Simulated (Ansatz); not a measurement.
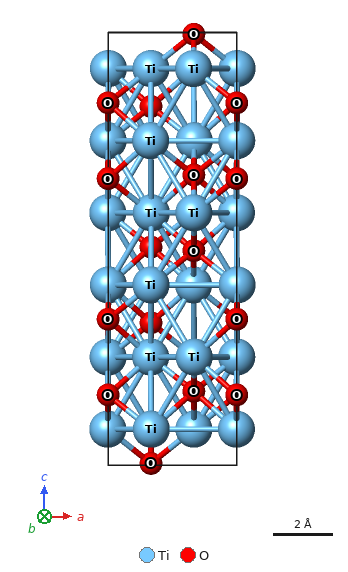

This is the input geometry for a relaxation of crystalline Ti3O2 (set up in R-3c). Style: ball-and-stick. Shown: the conventional cell (3 times the calculation's cell), along the b axis. Lengths and directions refer to the drawn axes.

These are results of DFT r2SCAN+U, scalar-relativistic, plane waves, PAW (Ansatz 0.2.0), not measurements.

The input:
```yaml
crystal:
  lattice:
    - [2.5510662879, 1.4728588081, 4.9537952125]
    - [-2.5510662879, 1.4728588081, 4.9537952125]
    - [0.0, -2.9457176161, 4.9537952125]
  atoms:
    - { symbol: Ti, position: [0.91919994, 0.58080006, 0.25] }
    - { symbol: Ti, position: [0.58080006, 0.25, 0.91919994] }
    - { symbol: Ti, position: [0.25, 0.91919994, 0.58080006] }
    - { symbol: Ti, position: [0.75, 0.08080006, 0.41919994] }
    - { symbol: Ti, position: [0.41919994, 0.75, 0.08080006] }
    - { symbol: Ti, position: [0.08080006, 0.41919994, 0.75] }
    - { symbol: O, position: [0.83746095, 0.83746095, 0.83746095] }
    - { symbol: O, position: [0.66253905, 0.66253905, 0.66253905] }
    - { symbol: O, position: [0.33746095, 0.33746095, 0.33746095] }
    - { symbol: O, position: [0.16253905, 0.16253905, 0.16253905] }
basis:
  ecutwfc: 500
kpoints:
  mp_grid: { grid: [12, 12, 12] }
hamiltonian:
  xc: r2scan
  hubbard: { sites: [{ species: Ti, l: d, u_eff: 4.0 }] }
scf:
  occupations: { method: gaussian, width: 0.1 }
output:
  forces: true
  stress: true
  eigenvalues: true
  write_density: true
  write_potential: true
  elf: true
  volumetric_format: npy
relax:
  adjacent_minimum: "off"
  f_tol: 0.005
  max_steps: 80
  cell: { stress_tol: 0.05 }
```

Command:
```bash
ansatz run input.yaml --threads 2 --pin off --max-ram 5120MiB --backend cpu --events-out ev --progress --plain --runs-dir out
```

Question: What does the optimiser find from here?

Answer: Over 4 accepted moves (5 points after the start) the energy falls by 18.8 meV per atom. The largest force component goes from 0.58 to 0.0011 eV/Å. Pressure: 7.30 GPa at the start and 0.01 GPa at the end. The SCF was repeated once at an unchanged geometry on a basis and grid sized afresh for the cell, which shifted the energy by 0.5 meV per atom at most. The largest moves relative to the cell, 0.036 Å, are those of Ti1, Ti2, Ti3, Ti4, Ti5 and Ti6. Ti1 goes along −a. By element the largest moves are Ti 0.036 Å, O 0.014 Å. The volume changes by +4.7 %, with a = b 5.102 → 5.227 Å (+2.4 %), c 14.861 → 14.835 Å (−0.2 %). Near-neighbour distances that change, for instance: Ti1–Ti2 2.923 → 3.056 Å, Ti1–O10 2.130 → 2.199 Å, Ti1–Ti2 (another image) 2.957 → 2.998 Å, Ti1–Ti6 2.997 → 3.038 Å. The space group stays R-3c (No. 167).

After the run, drawn alike:

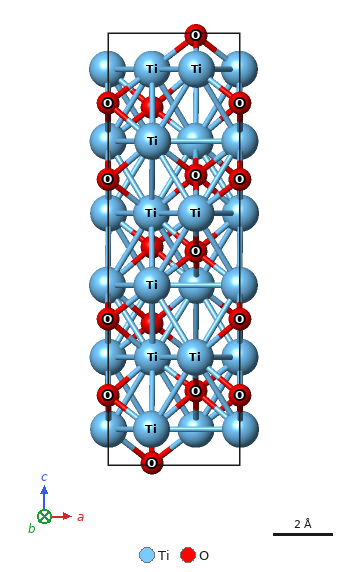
